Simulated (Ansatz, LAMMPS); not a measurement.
# Glassy 55SiO2-24Al2O3-11BaO-11CaO (mol %) (124 atoms): geometry optimisation

How does glassy 55SiO2-24Al2O3-11BaO-11CaO (mol %) (124 atoms) relax, and what do bonds, charges and levels look like afterwards?

Program: Ansatz 0.2.0. Level of theory: Kohn-Sham DFT, PBE, PAW (set soft_2), plane waves. Results are calculated unless marked as measured.

### 1. Starting point

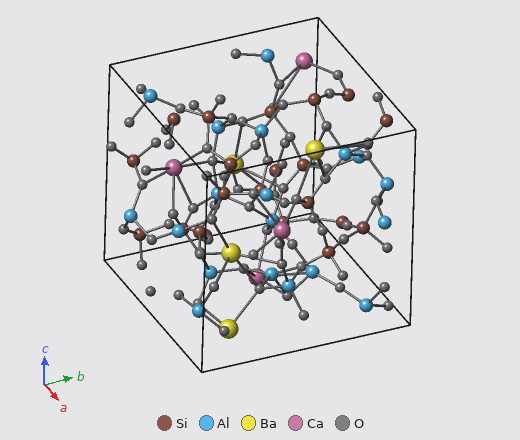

The starting structure, seen slightly off an axis (silicon brown, aluminium blue, barium yellow, calcium pink, oxygen grey). Bonds to atoms that aren't drawn are left out. Some periodic images of atoms are drawn too.

The cell holds 124 atoms: 21 Si, 18 Al, 4 Ba, 4 Ca and 77 O. Its edges and angles: a = 11.746 Å, b = 11.746 Å, c = 11.746 Å, α = 90.0°, β = 90.0°, γ = 90.0°. 124 atoms (21 Si, 18 Al, 4 Ba, 4 Ca, 77 O) placed at random at 2.93 g/cm³, melted at 4000 K for 10 ps at fixed volume with the Morse and Coulomb pair potential with partial charges (Pedone, Malavasi, Menziani, Cormack and Segre, J. Phys. Chem. B 110, 11780 (2006)). Quenched from 4000 K to 300 K at 60 K/ps and fixed volume, held 10 ps at zero pressure.

Limits known from the start: The quench rate of 60 K/ps is orders of magnitude faster than experiment, which tends to freeze in extra defects. The starting topology of bonds comes from the classical model. Sampling is at Γ alone, for a cell whose shortest periodic width is 12 Å. The levels lack spin–orbit coupling, which is large for the heavy elements here.

### 2. Single point at the start

A single point comes first, to see the forces before anything moves.

input.yaml reads:

```yaml
crystal:
  lattice:
    - [11.74621, 0.0, 0.0]
    - [0.0, 11.74621, 0.0]
    - [0.0, 0.0, 11.74621]
  atoms:
    - { symbol: Si, position: [0.46012, 0.77016, 0.89984] }
    - { symbol: Si, position: [0.32723, 0.32635, 0.84156] }
    - { symbol: Si, position: [0.22503, 0.34716, 0.18994] }
    - { symbol: Si, position: [0.44413, 0.15903, 0.37466] }
    [... 114 atom lines left out ...]
    - { symbol: O, position: [0.36692, 0.04843, 0.30333] }
    - { symbol: O, position: [0.7701, 0.13951, 0.61783] }
    - { symbol: O, position: [0.44988, 0.00923, 0.09704] }
    - { symbol: O, position: [0.35259, 0.25073, 0.40819] }
    - { symbol: O, position: [0.95101, 0.89484, 0.19206] }
    - { symbol: O, position: [0.29175, 0.45417, 0.78401] }
kpoints:
  mp_grid: { grid: [1, 1, 1] }
hamiltonian:
  xc: pbe
scf:
  occupations: { method: gaussian, width: 0.025 }
output:
  forces: true
  stress: true
  populations: true
  dos:
    method: { smearing: { sigma: 0.08 } }
    de: 0.1
    projected: { site_lists: { Al: [Al], Ba: [Ba], Ca: [Ca], O: [O], Si: [Si] } }
  eigenvalues: true
```

Run with:

```sh
ansatz run input.yaml --threads 4 --pin off --max-ram 8192MiB --backend cpu --events-out ev --progress --plain --runs-dir out
```

Run time: 26 s. Hardware: 4 threads of Intel Xeon Platinum 8488C (Sapphire Rapids), shared host; peak memory 2.4 GiB.

The run gave:

```
free energy                                      : -97935.2026 eV
free energy per atom                             : -789.8000 eV/atom
SCF cycles                                       : 9
pressure                                         : 8.191 GPa
r.m.s. force component                           : 1.198 eV/Å
longest force                                    : 5.23 eV/Å
Fermi energy                                     : 6.818 eV
gap (highest filled to lowest empty level) : 3.032 eV
spilling of the projection                       : 0.01206
```

The r.m.s. force component of 1.2 eV/Å and the pressure of 8.2 GPa set the starting point.

Length of the force by element:

| element | coordination | atoms | mean length of the force (eV/Å) | spread | least | most |
| --- | --- | --- | --- | --- | --- | --- |
| Al | all | 18 | 1.81 | 0.733 | 0.56 | 2.99 |
| Ba | all | 4 | 0.693 | 0.0433 | 0.623 | 0.738 |
| Ca | all | 4 | 0.858 | 0.121 | 0.721 | 1.04 |
| O | all | 77 | 1.77 | 0.850 | 0.368 | 5.15 |
| Si | all | 21 | 2.47 | 1.27 | 0.430 | 5.23 |

### 3. Relaxation

The atoms are relaxed in the fixed cell, aiming at the force tolerance of the input.

input.yaml, the sections that differ from step 2:

```yaml
output:
  forces: true
relax:
  f_tol: 0.05
  max_steps: 200
# crystal, kpoints, hamiltonian, scf: as in step 2
```

It took 5.5 min on 4 threads; peak memory 2.4 GiB; 20 min of CPU time.

Relaxation path (22 of 27):

| step | energy less that of the first step (eV) | largest force component (eV/Å) |
| --- | --- | --- |
| 1 | 0.0000 | 4.6593 |
| 2 | -4.9957 | 2.7696 |
| 3 | -8.3428 | 0.8292 |
| 5 | -9.6128 | 0.6010 |
| 6 | -9.9255 | 0.7377 |
| 7 | -10.0273 | 0.3219 |
| 8 | -10.1412 | 0.2026 |
| 10 | -10.2038 | 0.1058 |
| 11 | -10.2198 | 0.0917 |
| 12 | -10.2318 | 0.0828 |
| 13 | -10.2385 | 0.0737 |
| 15 | -10.2491 | 0.0704 |
| 16 | -10.2413 | 0.2100 |
| 17 | -10.2634 | 0.0695 |
| 18 | -10.2695 | 0.1309 |
| 20 | -10.2943 | 0.2156 |
| 21 | -10.2970 | 0.1116 |
| 22 | -10.2786 | 0.4681 |
| 23 | -10.3287 | 0.1286 |
| 25 | -10.3493 | 0.1278 |
| 26 | -10.3297 | 0.1627 |
| 27 | -10.3556 | 0.0432 |

Relaxation steps 16, 22, 26 were tried and not accepted.

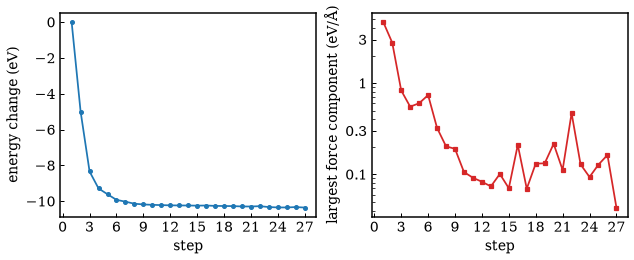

Energy and largest force along the relaxation.

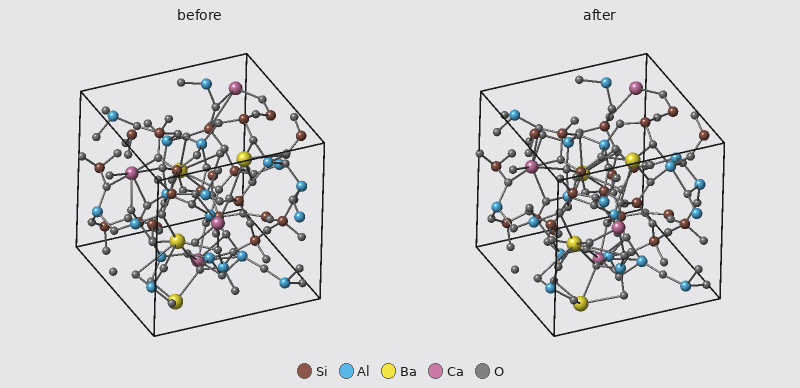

The structure before and after the relaxation, drawn at the same scale. Bonds to atoms that aren't drawn are left out.

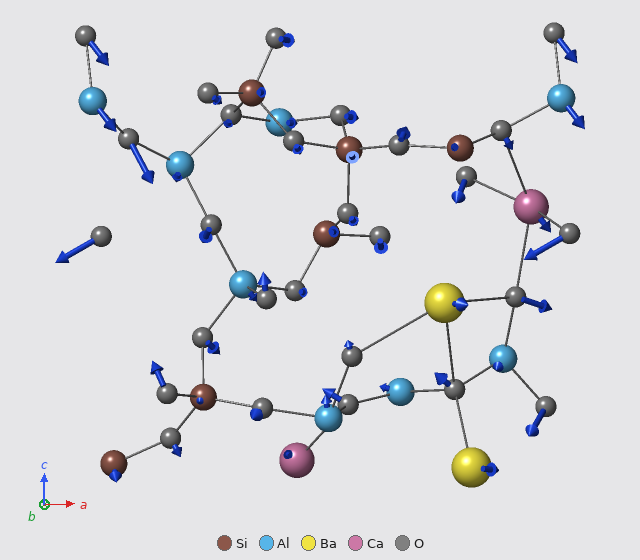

Displacements in the relaxation, exaggerated; the longest in the cell stands for 0.81 Å. Drawn is a slice 4 Å thick, seen along the normal of the ac plane. Bonds to atoms that aren't drawn are left out.

The atoms that moved most (Å):

| atom | dx | dy | dz | length |
| --- | --- | --- | --- | --- |
| O58 | 0.291 | -0.503 | -0.570 | 0.814 |
| O79 | -0.276 | -0.659 | -0.344 | 0.793 |
| Ba43 | -0.420 | -0.615 | -0.197 | 0.770 |
| O87 | -0.614 | -0.102 | -0.336 | 0.707 |
| O96 | -0.666 | -0.167 | -0.046 | 0.689 |
| O112 | -0.173 | -0.526 | -0.299 | 0.629 |
| O113 | -0.401 | -0.086 | 0.474 | 0.627 |
| O77 | 0.423 | -0.334 | 0.316 | 0.625 |

The relaxation changed the energy by -83.5 meV/atom, and atoms moved by 0.33 Å r.m.s., 0.81 Å at most.

### 4. Local order after relaxation

Bonds before and after, by the cutoffs listed below:

| pair | bonds before | bonds after | mean before (Å) | mean after (Å) | spread before (Å) | spread after (Å) |
| --- | --- | --- | --- | --- | --- | --- |
| O-Si | 84 | 84 | 1.609 | 1.636 | 0.053 | 0.032 |
| O-Al | 73 | 74 | 1.760 | 1.788 | 0.090 | 0.067 |
| O-Ba | 25 | 27 | 2.945 | 2.828 | 0.197 | 0.173 |
| O-Ca | 24 | 26 | 2.534 | 2.503 | 0.189 | 0.190 |

Density 3.09 g/cm³, 13.07 Å³ an atom.

g(r), total and by pair (bins of 0.2 Å):

| r (Å) | total | O-O | O-Si | O-Al | O-Ba | O-Ca | Si-Si |
| --- | --- | --- | --- | --- | --- | --- | --- |
| 1.50 | 0.27 | 0.00 | 1.28 | 0.00 | 0.00 | 0.00 | 0.00 |
| 1.70 | 3.83 | 0.00 | 11.23 | 8.18 | 0.00 | 0.00 | 0.00 |
| 1.90 | 0.44 | 0.00 | 0.00 | 2.44 | 0.00 | 0.00 | 0.00 |
| 2.10 | 0.09 | 0.00 | 0.00 | 0.22 | 0.00 | 1.35 | 0.00 |
| 2.30 | 0.09 | 0.00 | 0.00 | 0.00 | 0.00 | 2.26 | 0.00 |
| 2.50 | 0.51 | 0.90 | 0.00 | 0.00 | 0.94 | 3.01 | 0.00 |
| 2.70 | 1.81 | 4.02 | 0.00 | 0.19 | 2.58 | 2.00 | 0.00 |
| 2.90 | 1.18 | 1.98 | 0.05 | 0.33 | 2.75 | 0.25 | 2.42 |
| 3.10 | 0.96 | 1.02 | 0.46 | 0.58 | 0.66 | 0.65 | 2.09 |
| 3.30 | 1.05 | 0.88 | 1.04 | 1.07 | 0.58 | 0.00 | 1.39 |
| 3.50 | 0.78 | 0.61 | 0.91 | 0.57 | 0.82 | 1.02 | 0.00 |
| 3.70 | 0.94 | 0.61 | 1.38 | 1.26 | 0.75 | 0.92 | 0.00 |
| 3.90 | 1.03 | 0.64 | 1.54 | 1.46 | 1.09 | 0.55 | 0.76 |
| 4.10 | 1.11 | 0.52 | 2.23 | 1.30 | 1.12 | 0.75 | 1.75 |
| 4.30 | 1.22 | 0.78 | 1.62 | 1.99 | 0.89 | 1.01 | 0.95 |
| 4.50 | 0.94 | 0.84 | 0.98 | 1.15 | 0.93 | 0.83 | 0.72 |
| 4.70 | 1.00 | 1.25 | 0.51 | 0.59 | 1.50 | 2.37 | 1.60 |
| 4.90 | 0.94 | 1.29 | 0.51 | 0.75 | 1.15 | 1.31 | 0.97 |
| 5.10 | 1.08 | 1.39 | 0.75 | 0.80 | 1.20 | 1.30 | 1.34 |
| 5.30 | 1.08 | 1.42 | 0.71 | 0.76 | 0.90 | 0.67 | 1.65 |
| 5.50 | 0.93 | 1.10 | 0.87 | 0.74 | 0.97 | 0.48 | 0.97 |
| 5.70 | 0.98 | 0.98 | 0.97 | 0.86 | 1.03 | 0.71 | 0.54 |

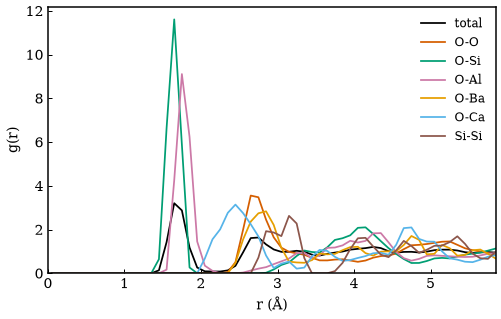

Pair distribution functions, lightly smoothed.

Bonds by pair of elements; cutoffs follow the first minimum of g(r), held within bounds set by covalent radii, and pairs that aren't listed don't count as bonded:

| pair A-B | cutoff (Å) | bonds | mean length (Å) | spread (Å) | shortest (Å) | B about A | A about B |
| --- | --- | --- | --- | --- | --- | --- | --- |
| O-Si | 2.12 | 84 | 1.64 | 0.032 | 1.56 | 1.09 | 4 |
| O-Al | 2.38 | 74 | 1.79 | 0.067 | 1.70 | 0.961 | 4.11 |
| O-Ba | 3.29 | 27 | 2.83 | 0.173 | 2.56 | 0.351 | 6.75 |
| O-Ca | 2.98 | 26 | 2.50 | 0.19 | 2.15 | 0.338 | 6.5 |

How many atoms have how many bonded neighbours:

| element | mean | 2 | 3 | 4 | 5 | 6 | 7 | 8 |
| --- | --- | --- | --- | --- | --- | --- | --- | --- |
| Al | 4.11 | 0 | 0 | 16 | 2 | 0 | 0 | 0 |
| Ba | 6.75 | 0 | 0 | 0 | 1 | 0 | 2 | 1 |
| Ca | 6.5 | 0 | 0 | 0 | 0 | 2 | 2 | 0 |
| O | 2.74 | 26 | 45 | 6 | 0 | 0 | 0 | 0 |
| Si | 4 | 0 | 0 | 21 | 0 | 0 | 0 | 0 |

Bond angles, per cent of each kind in bins of 5°:

| angle (°) | O-Si-O | O-Al-O | O-Ba-O | O-Ca-O | Al-O-Si |
| --- | --- | --- | --- | --- | --- |
| 45–50 | 0.0 | 0.0 | 1.2 | 0.0 | 0.0 |
| 50–55 | 0.0 | 0.0 | 11.3 | 0.0 | 0.0 |
| 55–60 | 0.0 | 0.0 | 2.5 | 8.3 | 0.0 |
| 60–65 | 0.0 | 0.0 | 7.5 | 5.6 | 0.0 |
| 65–70 | 0.0 | 0.0 | 3.8 | 6.9 | 0.0 |
| 70–75 | 0.0 | 0.0 | 3.8 | 2.8 | 0.0 |
| 75–80 | 0.0 | 0.0 | 6.2 | 5.6 | 0.0 |
| 80–85 | 0.0 | 5.2 | 6.2 | 6.9 | 0.0 |
| 85–90 | 0.0 | 2.6 | 5.0 | 4.2 | 0.0 |
| 90–95 | 0.0 | 2.6 | 6.2 | 8.3 | 0.0 |
| 95–100 | 1.6 | 9.5 | 2.5 | 8.3 | 0.0 |
| 100–105 | 18.3 | 19.0 | 2.5 | 5.6 | 0.0 |
| 105–110 | 35.7 | 23.3 | 5.0 | 5.6 | 4.1 |
| 110–115 | 29.4 | 12.1 | 3.8 | 1.4 | 8.2 |
| 115–120 | 12.7 | 12.1 | 10.0 | 5.6 | 20.4 |
| 120–125 | 2.4 | 6.9 | 2.5 | 2.8 | 10.2 |
| 125–130 | 0.0 | 0.9 | 1.2 | 1.4 | 12.2 |
| 130–135 | 0.0 | 0.9 | 3.8 | 4.2 | 4.1 |
| 135–140 | 0.0 | 2.6 | 3.8 | 1.4 | 4.1 |
| 140–145 | 0.0 | 0.0 | 2.5 | 2.8 | 10.2 |
| 145–150 | 0.0 | 0.0 | 2.5 | 4.2 | 6.1 |
| 150–155 | 0.0 | 0.9 | 1.2 | 2.8 | 8.2 |
| 155–160 | 0.0 | 0.9 | 0.0 | 2.8 | 2.0 |
| 160–165 | 0.0 | 0.0 | 2.5 | 1.4 | 10.2 |
| 165–170 | 0.0 | 0.0 | 2.5 | 1.4 | 0.0 |
| 170–175 | 0.0 | 0.9 | 0.0 | 0.0 | 0.0 |

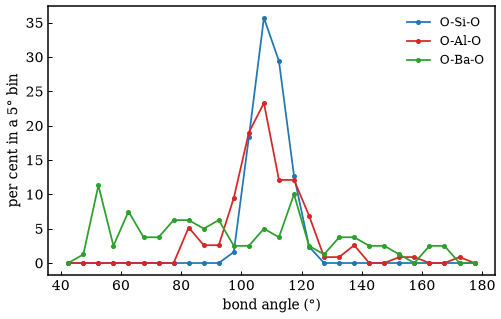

Distributions of the most common bond angles.

Bond angles (no mean is given where the spread exceeds 20°):

| angle | count | mean (°) | spread (°) |
| --- | --- | --- | --- |
| O-Si-O | 126 | 109 | 5 |
| O-Al-O | 116 | 109 | 14 |
| O-Ba-O | 80 | - | - |
| O-Ca-O | 72 | - | - |
| Al-O-Si | 49 | 133 | 16.6 |

Oxygen atoms by the number of network formers (Si, P, Ge, B, Al, As, Ga) bound to them:

| network formers bound to O | O atoms | per cent |
| --- | --- | --- |
| 0 | 0 | 0 |
| 1 | 4 | 5.2 |
| 2 | 65 | 84.4 |
| 3 | 8 | 10.4 |

Network units: each former by its oxygen neighbours and how many of them bridge to another former:

| former | O neighbours | bridging O | atoms |
| --- | --- | --- | --- |
| Si | 4 | 3 | 3 |
| Si | 4 | 4 | 18 |
| Al | 4 | 3 | 1 |
| Al | 4 | 4 | 15 |
| Al | 5 | 5 | 2 |

Bond length by coordination (bonds to H left out):

| element | coordination | atoms | mean bond length (Å) |
| --- | --- | --- | --- |
| Al | 4 | 16 | 1.77 |
| Al | 5 | 2 | 1.87 |
| Ba | 5 | 1 | 2.76 |
| Ba | 7 | 2 | 2.84 |
| Ba | 8 | 1 | 2.85 |
| Ca | 6 | 2 | 2.46 |
| Ca | 7 | 2 | 2.54 |
| O | 2 | 26 | 1.66 |
| O | 3 | 45 | 2.01 |
| O | 4 | 6 | 2.22 |

Rings of the network by King's shortest-path rule, up to 12 atoms, one path for each pair of neighbours; H, halogens, alkali and alkaline-earth atoms are left out, and the last column divides by all other atoms, bonded or not:

| ring size (atoms) | rings | per network atom |
| --- | --- | --- |
| 4 | 3 | 0.026 |
| 6 | 2 | 0.017 |
| 8 | 13 | 0.112 |
| 10 | 25 | 0.216 |
| 12 | 23 | 0.198 |

First main peaks of g(r), for some of the pairs, lie near 2.7 Å (O-O), 1.6 Å (O-Si), 1.8 Å (O-Al), 2.9 Å (O-Ba) and 2.4 Å (O-Ca). By these cutoffs 89 % of Al atoms have 4, 50 % of Ba atoms have 7, 50 % of Ca atoms have 6 and as many 7 and 58 % of O atoms have 3 bonded neighbours. The O-Si-O angle averages 109° with a spread of 5°. 84 % of the oxygens bridge two formers (Si and Al) and 5 % are non-bridging; 10 % join three. The commonest Si unit has 4 oxygens, 4 of them shared with other formers (18 of 21 atoms). Rings of 10 atoms are the most common (38 % of those counted); sizes run from 4 to 12, where the search stops.

(Continued in part 2 of 2.)

[Logs are printed without paths, hosts, clocks, repeated set-up lines and the standing remarks that a program may print on its own settings, such as how far it seeks lower states.]

[Hosts, paths, dates, database ids (printed as entryN), source tags and the programs' standing remarks are cut or masked in the printed files.]
